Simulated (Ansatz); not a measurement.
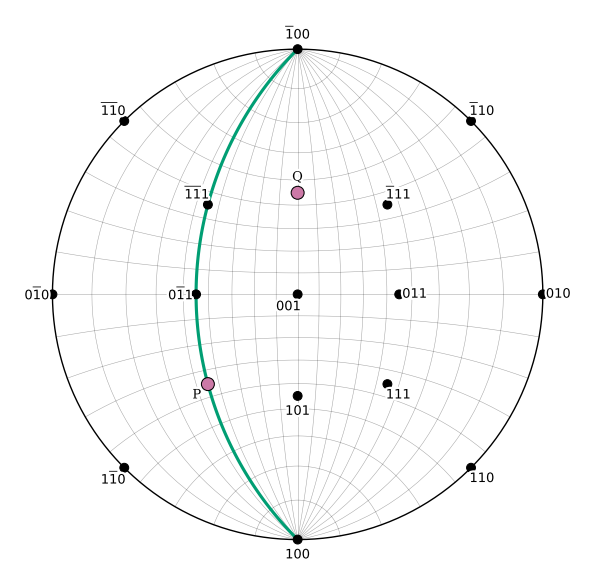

For BaTiO3, the end point of a relaxation with DFT PBE, scalar-relativistic, plane waves, PAW (Ansatz 0.2.0): stereographic projection of plane normals (upper hemisphere) centred on (0 0 1). Geometry calculated from the standardised cell; symmetry tolerance 0.002 Å.

a = 4.019 Å, b = 4.019 Å, c = 4.019 Å, α = 90.00°, β = 90.00°, γ = 90.00°.

Index the poles marked P, Q.

Answer. P is (1 −1 1), 54.7° from the centre; Q is (−1 0 1), 45.0° from the centre.

Which zone does the coloured great circle trace?

Answer. The zone [0 1 1]: its poles satisfy k + l = 0.

What is the angle between the normals of (1 1 1) and (1 0 0), and what are their d_hkl = 1/|g|?

Answer. 54.7°; d = 2.320 Å and 4.019 Å.
